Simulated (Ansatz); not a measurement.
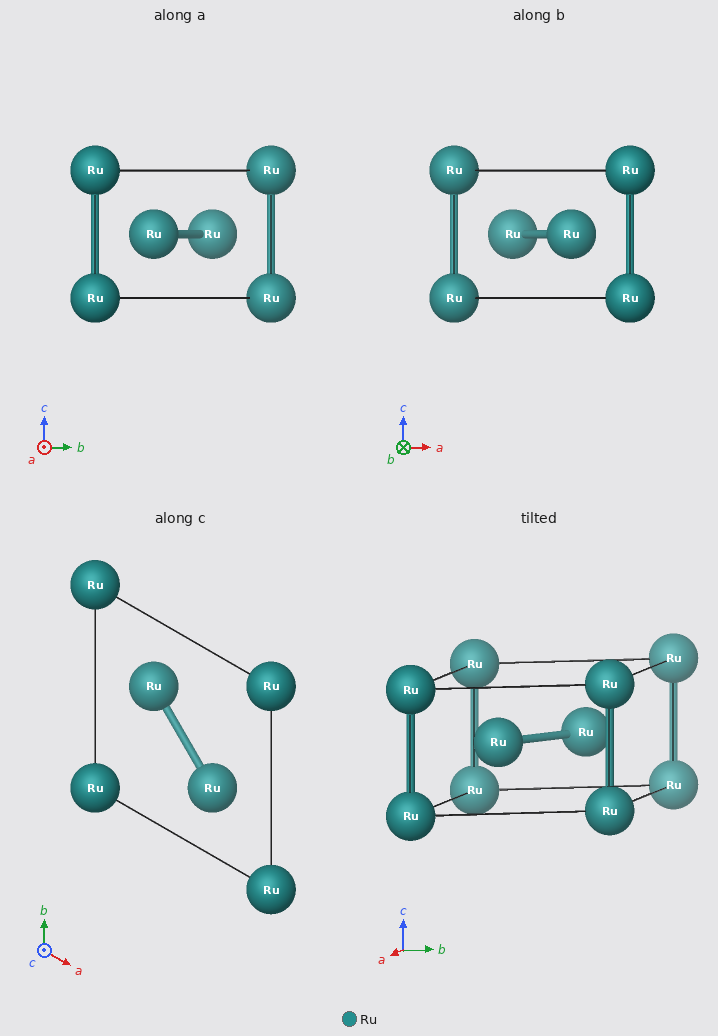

Ball-and-stick representation of a periodic structure, projected along the a axis, along the b axis, along the c axis and slightly off an axis. The wireframe shows the conventional unit cell.

Lattice parameters: a = 4.182 Å, b = 4.182 Å, c = 2.628 Å, α = 90.00°, β = 90.00°, γ = 120.00°. Put a along x and b in the xy plane.

Reconstruct the structure as a POSCAR file.

```
Ru
1.0
     4.182    0.000    0.000
    -2.091    3.622    0.000
     0.000    0.000    2.628
Ru
3
Direct
  0.0000 0.0000 0.0000
  0.3333 0.6667 0.5000
  0.6667 0.3333 0.5000
```

Provenance: a structure type filled with this element by a generator (whether the element takes this form wasn't checked). Earlier steps of the study may have refined or changed the cell and positions. Ansatz was used for an electronic-structure calculation on it.

At this level of theory the cell isn't at rest (compressed, at 14 GPa), so its distances can differ from those at equilibrium, the more so the softer the solid.
